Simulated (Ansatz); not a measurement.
**Single-point calculation, with input and output: WSe2 (part 1 of 2)**

The run: single-point calculation of WSe2 (P6₃/mmc, 6 atoms in the cell). Method and program: DFT LDA+U+J, scalar-relativistic, plane waves, PAW, U = 4 eV, J = 0.9 eV on W atom 1 d; U = 4 eV, J = 0.9 eV on W atom 2 d, spin-polarised (Ansatz 0.2.0).

The structure derives from an entry of the Crystallography Open Database. It belongs to a series of runs on one base structure; here: natural orbitals of the symmetric run, filled by rank. Figures and captions count atoms from 1; the log counts them from 0 in places.

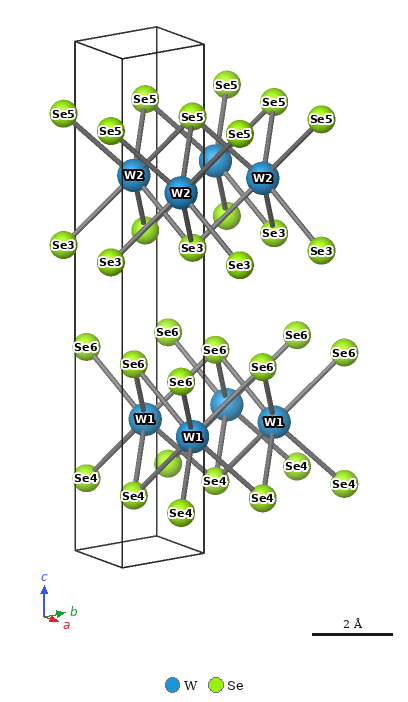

Figure 1. The structure (ball-and-stick view of the cell of the calculation, repeated 2 × 2 × 1, seen slightly off an axis; bonded neighbours outside the cell are drawn too; atoms are numbered from 1 in the order of the input). Near neighbours in the crystal (not all of them lie inside the picture): W has 6 Se at 2.53 Å; Se has 3 W at 2.53 Å.

## Results in brief

| quantity | value |
| --- | --- |
| outcome | converged |
| space group (tolerance 0.01 Å) | P6₃/mmc (194) |
| electrons treated | 92 |
| free energy | −41796.3693 eV |
| Fermi energy | 13.064 eV |
| gap on the k-point mesh | 1.15 eV |
| net moment of the cell | 0.00 μB |
| integrated absolute moment | 0.00 μB |
| pressure | −3.89 GPa |
| largest force (length of the vector) | 0.352 eV/Å |
| hardware | 4 threads of Arm Neoverse V2, 24 GiB of memory available, shared host |
| wall time | 38 s (CPU time 2.5 min) |
| peak memory | 0.72 GiB |

The program warns: some starting moments were not kept; the typed occupations were not kept; the occupation matrices lower the symmetry. Spin–orbit coupling is left out, which matters for W.

## The input
```yaml
crystal:
  lattice:
    - [3.28999882, 0.0, 0.0]
    - [-1.64499941, 2.84922255, 0.0]
    - [0.0, 0.0, 12.97000144]
  atoms:
    - { symbol: W, position: [0.3333333333, 0.6666666667, 0.25], spin: 2.0 }
    - { symbol: W, position: [0.6666666667, 0.3333333333, 0.75], spin: -2.0 }
    - { symbol: Se, position: [0.3333333333, 0.6666666667, 0.621] }
    - { symbol: Se, position: [0.6666666667, 0.3333333333, 0.121] }
    - { symbol: Se, position: [0.3333333333, 0.6666666667, 0.879] }
    - { symbol: Se, position: [0.6666666667, 0.3333333333, 0.379] }
basis:
  ecutwfc: 420
  ecutrho_ratio: 4
kpoints:
  mp_grid: { grid: [7, 7, 2] }
hamiltonian:
  xc: lda
  hubbard:
    sites:
      - { site: 0, l: d, u: 4.0, j: 0.9, starting_ns: [{ spin: up, occupation_matrix: s0up }, { spin: down, occupation_matrix: s0down }] }
      - { site: 1, l: d, u: 4.0, j: 0.9, starting_ns: [{ spin: up, occupation_matrix: s1up }, { spin: down, occupation_matrix: s1down }] }
    double_counting: amf
    occupation_matrices:
      s0up:
        matrix:
          - [0.97, 0.0, 0.0, 0.0, 0.0]
          - [0.0, 0.02, 0.0, 0.0, 0.0]
          - [0.0, 0.0, 0.02, 0.0, 0.0]
          - [0.0, 0.0, 0.0, 0.02, 0.0]
          - [0.0, 0.0, 0.0, 0.0, 0.97]
      s0down:
        matrix:
          - [0.02, 0.0, 0.0, 0.0, 0.0]
          - [0.0, 0.02, 0.0, 0.0, 0.0]
          - [0.0, 0.0, 0.02, 0.0, 0.0]
          - [0.0, 0.0, 0.0, 0.02, 0.0]
          - [0.0, 0.0, 0.0, 0.0, 0.02]
      s1up:
        matrix:
          - [0.02, 0.0, 0.0, 0.0, 0.0]
          - [0.0, 0.02, 0.0, 0.0, 0.0]
          - [0.0, 0.0, 0.02, 0.0, 0.0]
          - [0.0, 0.0, 0.0, 0.02, 0.0]
          - [0.0, 0.0, 0.0, 0.0, 0.02]
      s1down:
        matrix:
          - [0.97, 0.0, 0.0, 0.0, 0.0]
          - [0.0, 0.02, 0.0, 0.0, 0.0]
          - [0.0, 0.0, 0.02, 0.0, 0.0]
          - [0.0, 0.0, 0.0, 0.02, 0.0]
          - [0.0, 0.0, 0.0, 0.0, 0.97]
    ns_hold: { iters: 10 }
scf:
  occupations: { method: gaussian, width: 0.05 }
  lower_state_search: "off"
  max_iter: 150
output:
  forces: true
  stress: true
  eigenvalues: true
  populations: true
  hubbard: { sites: [{ site: 0, l: d }, { site: 1, l: d }] }
  write_density: true
  write_potential: true
  elf: true
  volumetric_format: npy
magnetization:
  spin_polarized: true
```

Run as:
```bash
ansatz run input.yaml --threads 4 --pin off --max-ram 6144MiB --backend cpu --events-out ev --progress --plain --runs-dir out
```

## Output
```
Warning: crystal.symmetry: narrowed to the stabiliser of the occupation matrices — unitary ops 12 → 4, anti-unitary 12 → 4; lowered by the specified shells (site 0, l: d), (site 1, l: d); largest admitted image defect 4.4e-16, smallest excluded 7.1e-1 — at a splitting's scale: the group the occupation matrices' own texture admits
W: projections on atomic orbitals take those of the free atom [Kr 4d10 4f14] 5s2 5p6 5d4 6s2, of charge +0.00 (hamiltonian.pseudopotentials.projection_atoms); the dataset's partial waves leave at most 6.5e-5 of an orbital's norm unspanned inside its sphere
Se: projections on atomic orbitals take those of the free atom [Ar] 3d10 4s2 4p4, of charge +0.00 (hamiltonian.pseudopotentials.projection_atoms); the dataset's partial waves leave at most 2.3e-6 of an orbital's norm unspanned inside its sphere
Engine: ansatz 0.2.0, aarch64-unknown-linux-gnu
Pseudopotentials: kind: paw
Pseudopotential: W, paw, valence charge 14, recommended cutoff 420 eV (normal), W.paw.azcp
Pseudopotential: Se, paw, valence charge 16, recommended cutoff 420 eV (normal), Se.paw.azcp
Functional definition: SPW92
  exchange = slater_x
  correlation = pw_c
Crystal: 6 atoms, lattice volume = 121.580 Å³
Basis set: ecut = 420 eV, 2419 PW (Γ)
Bands: 58, of which v1, the nominal top of the filled ones, is band 46 counted from 1 (45 counted from 0)
Symmetry: 4 space group operations
k-points: 32 of 98 (time reversal used)
Non-local potential: W, projectors of the file, l = 0: 3, l = 1: 2, l = 2: 2, l = 3: 1
Non-local potential: Se, projectors of the file, l = 0: 2, l = 1: 2, l = 2: 3, l = 3: 1
PAW form: soft (Blöchl's): semilocal exchange-correlation on the pseudo side does not see the compensation charge
PAW frozen core: W, regenerated for the run's functional, and the local potential with it (the file was generated under x = pbe(κ = 0.804, μ = 0.2195149727645171), c = pbe(β = 0.06672455060314922))
PAW frozen core: Se, regenerated for the run's functional, and the local potential with it (the file was generated under x = pbe(κ = 0.804, μ = 0.2195149727645171), c = pbe(β = 0.06672455060314922))
PAW one-centre angular grid: W, 590 points (default); XC on 64 Gauss nodes
PAW one-centre angular grid: Se, 590 points (default); XC on 64 Gauss nodes
Initial density: superposition of atomic densities (chi_scale 0.1, normalization cell)
Starting moments: Σ|m| = 4 μB on 2 of 6 sites
Initial wavefunctions: pseudopotential atomic-orbital guess
Functional: x = slater, c = lda
iter 1 solved again at ethr=2.07e-3 eV; its pass at ethr=3.10e-3 eV (dr2=1.90e0 eV) is discarded
SCF iter   1: F=—  HF=-41793.655481 eV  |F-HF|=—  |Δ(HF+E_count)|=         —  Δρ=5.03e-2 (↑5.03e-2 ↓5.03e-2)  dr2=1.92e0  dr2_m=2.48e0  M=0.000 μB ∫|m|=1.109 μB  β_m=0.30  ethr=2.07e-3  ⟨swp⟩=1.4  Hψ=17729  notcnv=0
preconditioner: auto → Kerker (q_TF=auto, 2.604 Å⁻¹)  [metal: Δε(μ)=0.036 eV  Ē_g=9.944 eV  σ=0.050 eV  W_gap=0.38  n_scr=40 (ndim 8)  ℏωp=20.2 eV  f_vac=0.022  D(μ)=2.30/eV (n_scr^D=6)]
spin=Collinear: Kerker preconditioning applied to the charge; magnetization (m = ρ↑ − ρ↓) channel mixes plain (no charge-response kernel on spin).
SCF iter   2: F=—  HF=-41793.848556 eV  |F-HF|=—  |Δ(HF+E_count)|=   1.93e-1  Δρ=3.69e-2 (↑3.69e-2 ↓3.69e-2)  dr2=1.40e0  dr2_m=1.33e0  M=-0.000 μB ∫|m|=1.074 μB  β_m=0.30  ethr=2.07e-3  ⟨swp⟩=2.0  Hψ=4116  notcnv=0
preconditioner: auto → Resta (q_TF=auto, 2.604 Å⁻¹)  ε∞=5.2  [insulator: Δε(μ)=0.066 eV  Ē_g=9.888 eV  σ=0.050 eV  W_gap=0.64  n_scr=40 (ndim 8)  ℏωp=20.2 eV  f_vac=0.020  D(μ)=1.95/eV (n_scr^D=6)  ε∞_Penn≈5.2]
spin=Collinear: Resta preconditioning applied to the charge; magnetization (m = ρ↑ − ρ↓) channel mixes plain (no charge-response kernel on spin).
SCF iter   3: F=—  HF=-41793.707378 eV  |F-HF|=—  |Δ(HF+E_count)|=   1.41e-1  Δρ=2.58e-2 (↑2.58e-2 ↓2.58e-2)  dr2=1.83e-1  dr2_m=7.31e-1  M=-0.000 μB ∫|m|=1.065 μB  β_m=0.30  ethr=1.52e-3  ⟨swp⟩=2.7  Hψ=5378  notcnv=0  defer=12
SCF iter   4: F=—  HF=-41793.797446 eV  |F-HF|=—  |Δ(HF+E_count)|=   9.01e-2  Δρ=1.94e-2 (↑1.94e-2 ↓1.94e-2)  dr2=2.51e-2  dr2_m=4.16e-1  M=0.000 μB ∫|m|=1.050 μB  β_m=0.30  ethr=1.99e-4  ⟨swp⟩=2.0  Hψ=5148  notcnv=0  defer=280
SCF iter   5: F=—  HF=-41793.868505 eV  |F-HF|=—  |Δ(HF+E_count)|=   7.11e-2  Δρ=1.42e-2 (↑1.42e-2 ↓1.42e-2)  dr2=7.87e-3  dr2_m=2.25e-1  M=-0.001 μB ∫|m|=1.069 μB  β_m=0.30  ethr=2.73e-5  ⟨swp⟩=2.0  Hψ=4614  notcnv=0  defer=288
SCF iter   6: F=—  HF=-41793.907886 eV  |F-HF|=—  |Δ(HF+E_count)|=   3.94e-2  Δρ=1.04e-2 (↑1.04e-2 ↓1.04e-2)  dr2=4.33e-4  dr2_m=1.20e-1  M=0.001 μB ∫|m|=1.091 μB  β_m=0.30  ethr=8.56e-6  ⟨swp⟩=2.0  Hψ=4789  notcnv=0  defer=288
SCF iter   7: F=—  HF=-41793.930351 eV  |F-HF|=—  |Δ(HF+E_count)|=   2.25e-2  Δρ=7.67e-3 (↑7.67e-3 ↓7.61e-3)  dr2=1.80e-4  dr2_m=6.50e-2  M=-0.002 μB ∫|m|=1.110 μB  β_m=0.30  ethr=4.70e-7  ⟨swp⟩=2.0  Hψ=6400  notcnv=0  defer=284
Mixer restart at iter 7: flushing history
spin-set hold released at iteration 7 (site moments contracting): the magnetisation degrees of freedom join the quasi-Newton model from the next iteration; the mixer history was flushed
SCF iter   8: F=—  HF=-41793.942827 eV  |F-HF|=—  |Δ(HF+E_count)|=   1.25e-2  Δρ=5.68e-3 (↑5.63e-3 ↓5.68e-3)  dr2=1.16e-4  dr2_m=3.56e-2  M=0.001 μB ∫|m|=1.125 μB  β_m=0.65  ethr=1.96e-7  ⟨swp⟩=2.0  Hψ=6404  notcnv=0  defer=280
SCF iter   9: F=—  HF=-41793.959944 eV  |F-HF|=—  |Δ(HF+E_count)|=   1.71e-2  Δρ=8.24e-4 (↑8.24e-4 ↓3.90e-4)  dr2=8.57e-3  dr2_m=2.24e-4  M=-0.018 μB ∫|m|=1.180 μB  β_m=0.52  ethr=1.26e-7  ⟨swp⟩=3.1  Hψ=7741  notcnv=0  defer=280
SCF iter  10: F=—  HF=-41793.959473 eV  |F-HF|=—  |Δ(HF+E_count)|=   4.71e-4  Δρ=3.73e-4 (↑3.52e-4 ↓3.73e-4)  dr2=3.65e-5  dr2_m=1.40e-4  M=0.000 μB ∫|m|=1.180 μB  β_m=0.76  ethr=1.26e-7  ⟨swp⟩=2.1  Hψ=5460  notcnv=0  defer=274
SCF iter  11: F=—  HF=-41793.959614 eV  |F-HF|=—  |Δ(HF+E_count)|=   1.41e-4  Δρ=1.25e-4 (↑1.25e-4 ↓1.17e-4)  dr2=1.09e-5  dr2_m=1.49e-5  M=-0.000 μB ∫|m|=1.184 μB  β_m=0.76  ethr=3.97e-8  ⟨swp⟩=2.0  Hψ=6227  notcnv=0  defer=266
Mixer restart at iter 11: flushing history
SCF iter  12: F=—  HF=-41793.978568 eV  |F-HF|=—  |Δ(HF+E_count)|=         —  Δρ=1.46e-4 (↑1.46e-4 ↓1.37e-4)  dr2=1.00e-5  dr2_m=2.02e-5  M=-0.000 μB ∫|m|=1.181 μB  β_m=0.76  ethr=1.19e-8  ⟨swp⟩=2.0  Hψ=4302  notcnv=0  defer=266
SCF iter  13: F=—  HF=-41795.802885 eV  |F-HF|=—  |Δ(HF+E_count)|=    1.82e0  Δρ=4.56e-3 (↑4.56e-3 ↓4.56e-3)  dr2=1.54e-2  dr2_m=1.42e-2  M=0.000 μB ∫|m|=0.788 μB  β_m=0.16  ethr=1.09e-8  ⟨swp⟩=5.5  Hψ=10126  notcnv=0  defer=266
SCF iter  14: F=—  HF=-41795.934300 eV  |F-HF|=—  |Δ(HF+E_count)|=   1.31e-1  Δρ=4.22e-3 (↑4.22e-3 ↓4.22e-3)  dr2=1.24e-2  dr2_m=1.26e-2  M=0.000 μB ∫|m|=0.719 μB  β_m=0.15  ethr=1.09e-8  ⟨swp⟩=3.0  Hψ=8834  notcnv=0  defer=263
SCF iter  15: F=—  HF=-41796.036384 eV  |F-HF|=—  |Δ(HF+E_count)|=   1.02e-1  Δρ=3.97e-3 (↑3.97e-3 ↓3.97e-3)  dr2=1.20e-2  dr2_m=1.12e-2  M=0.000 μB ∫|m|=0.649 μB  β_m=0.58  ethr=1.09e-8  ⟨swp⟩=4.0  Hψ=8257  notcnv=0  defer=263
SCF iter  16: F=—  HF=-41796.317626 eV  |F-HF|=—  |Δ(HF+E_count)|=   2.81e-1  Δρ=1.89e-3 (↑1.88e-3 ↓1.89e-3)  dr2=3.14e-3  dr2_m=3.01e-3  M=0.000 μB ∫|m|=0.315 μB  β_m=0.83  ethr=1.09e-8  ⟨swp⟩=5.1  Hψ=11494  notcnv=0  defer=263
SCF iter  17: F=—  HF=-41796.363389 eV  |F-HF|=—  |Δ(HF+E_count)|=   4.58e-2  Δρ=6.59e-4 (↑6.59e-4 ↓6.59e-4)  dr2=3.34e-4  dr2_m=4.34e-4  M=0.000 μB ∫|m|=0.117 μB  β_m=0.91  ethr=1.09e-8  ⟨swp⟩=4.0  Hψ=11296  notcnv=0  defer=280
SCF iter  18: F=—  HF=-41796.367401 eV  |F-HF|=—  |Δ(HF+E_count)|=   4.01e-3  Δρ=4.33e-4 (↑4.33e-4 ↓4.29e-4)  dr2=6.40e-4  dr2_m=1.51e-4  M=0.000 μB ∫|m|=0.066 μB  β_m=0.96  ethr=1.09e-8  ⟨swp⟩=4.1  Hψ=9172  notcnv=0  defer=282
SCF iter  19: F=—  HF=-41796.369198 eV  |F-HF|=—  |Δ(HF+E_count)|=   1.80e-3  Δρ=1.09e-4 (↑9.84e-5 ↓1.09e-4)  dr2=2.09e-5  dr2_m=9.04e-6  M=0.000 μB ∫|m|=0.014 μB  β_m=0.98  ethr=1.09e-8  ⟨swp⟩=3.8  Hψ=8054  notcnv=0  defer=282
SCF iter  20: F=—  HF=-41796.369268 eV  |F-HF|=—  |Δ(HF+E_count)|=   6.98e-5  Δρ=6.24e-5 (↑6.24e-5 ↓5.57e-5)  dr2=2.48e-5  dr2_m=2.03e-6  M=0.000 μB ∫|m|=0.008 μB  β_m=0.90  ethr=1.09e-8  ⟨swp⟩=2.1  Hψ=6353  notcnv=0  defer=282
SCF iter  21: F=—  HF=-41796.369272 eV  |F-HF|=—  |Δ(HF+E_count)|=   4.80e-6  Δρ=3.84e-5 (↑3.73e-5 ↓3.84e-5)  dr2=7.74e-6  dr2_m=1.03e-6  M=0.000 μB ∫|m|=0.005 μB  β_m=0.95  ethr=1.09e-8  ⟨swp⟩=2.0  Hψ=6246  notcnv=0  defer=282
SCF iter  22: F=—  HF=-41796.369280 eV  |F-HF|=—  |Δ(HF+E_count)|=   8.07e-6  Δρ=1.82e-5 (↑1.82e-5 ↓1.81e-5)  dr2=9.11e-7  dr2_m=2.80e-7  M=0.000 μB ∫|m|=0.003 μB  β_m=0.83  ethr=8.41e-9  ⟨swp⟩=2.0  Hψ=6246  notcnv=0  defer=282
SCF iter  23: F=—  HF=-41796.369282 eV  |F-HF|=—  |Δ(HF+E_count)|=   1.37e-6  Δρ=7.71e-6 (↑7.70e-6 ↓7.71e-6)  dr2=1.45e-8  dr2_m=6.20e-8  M=0.000 μB ∫|m|=0.001 μB  β_m=0.91  ethr=1.09e-10  ⟨swp⟩=13.3  Hψ=27205  notcnv=0
iter 24 did not close the SCF: its close was put off for a magnetic moment that had not settled (scf_convergence_deferred on its scf_iter line)
SCF iter  24: F=-41796.369282 eV  HF=-41796.369282 eV  |F-HF|=2.92e-8  |Δ(HF+E_count)|=   6.10e-7  Δρ=2.62e-6 (↑2.62e-6 ↓2.61e-6)  dr2=8.00e-10  dr2_m=7.39e-9  M=0.000 μB ∫|m|=0.000 μB  β_m=0.96  ethr=1.58e-11  ⟨swp⟩=8.3  Hψ=20759  notcnv=0
iter 25 did not close the SCF: its close was put off for a magnetic moment that had not settled (scf_convergence_deferred on its scf_iter line)
SCF iter  25: F=-41796.369282 eV  HF=-41796.369282 eV  |F-HF|=2.08e-9  |Δ(HF+E_count)|=   7.89e-8  Δρ=7.29e-7 (↑7.19e-7 ↓7.29e-7)  dr2=1.98e-10  dr2_m=5.34e-10  M=0.000 μB ∫|m|=0.000 μB  β_m=0.98  ethr=1.00e-12  ⟨swp⟩=5.0  Hψ=20757  notcnv=0
SCF iter  26: F=-41796.369282 eV  HF=-41796.369282 eV  |F-HF|=5.09e-11  |Δ(HF+E_count)|=   5.21e-9  Δρ=1.46e-7 (↑1.46e-7 ↓1.38e-7)  dr2=1.97e-11  dr2_m=1.49e-11  M=0.000 μB ∫|m|=0.000 μB  ethr=1.00e-12  ⟨swp⟩=5.0  Hψ=18374  notcnv=0
WARN: the starting moments were not kept: the SCF closed with an absolute magnetisation of 1.6e-5 μB, where they sum to 4 μB in size (2 sites). That is at most 0.1 of that sum. Measured as dr2_m measures the in/out step, that magnetisation stands 2.5e-11 eV from none, at or under the dr2_threshold of 1.0e-7 eV: it is no larger than a step whose dr2_m would equal this threshold. The system may hold no moment; this SCF shows only that its start led to no more than that. To try another start: raise the starting moments (crystal.atoms[].spin, magnetization.per_species, magnetization.initial_magnetization, or on a non-collinear deck that types none of these the spinor_matrix: blocks that start its atoms; where the total moment is fixed, keep their sum and leave initial_magnetization as it is; typed ones take the place of any that the run laid by itself, positive ones on a crystal's lanthanoids without a Hubbard term where scf.initial_density.shell_occupations: [] is typed) or, if the notice of its spin-set hold's release reads "site moments contracting" or "site moments show no strong build", lengthen the hold (scf.mixing.spin_hold: { on: { confirm: 4 } }; for m-r²SCAN on two components see the key's manual first). Each may lead to a state that holds a moment. A second SCF, from the converged charge density, with the starting moments and any scf.initial_density.shell_occupations laid on it anew, would have followed, and was not run: the deck does not ask for one (magnetization.retry_lost_moments is false, the default). To let it run, set magnetization.retry_lost_moments: true and run the deck again, where that key's refused combinations let it; where memory then withholds it, that run's warning says so.
WARN: hamiltonian.hubbard: on 4 of 4 specified blocks the occupation matrix of this SCF's result fails the test of the specified filling. At site 0 ↑ (sites count from 0 in the list of atoms of the cell that this SCF solves) the least filled combination of the orbitals specified full has occupation 0.515, and the fullest combination of the orbitals specified empty has occupation 0.515; the filling counts as kept where the first is at least 0.75 and exceeds the second by more than 0.25. The same holds at site 0 ↓, site 1 ↑, site 1 ↓. The state of this SCF's result may not hold the specified filling, though these bounds can also misjudge a state that does. This warning does not say which state is lower in energy, or whether the specified filling is a self-consistent state at all; see hamiltonian.hubbard.sites[].starting_ns, Limitations, and scf.initial_density.shell_occupations in the input reference
SCF 1 converged in 26 iterations: F = -41796.369282 eV  dr2 = 1.97e-11
  greatest PAW one-centre occupation: 1.000 electrons in one spin orbital (limit 2), on the W atom at site 1 (counted from 0), in its partial waves of l = 0
```
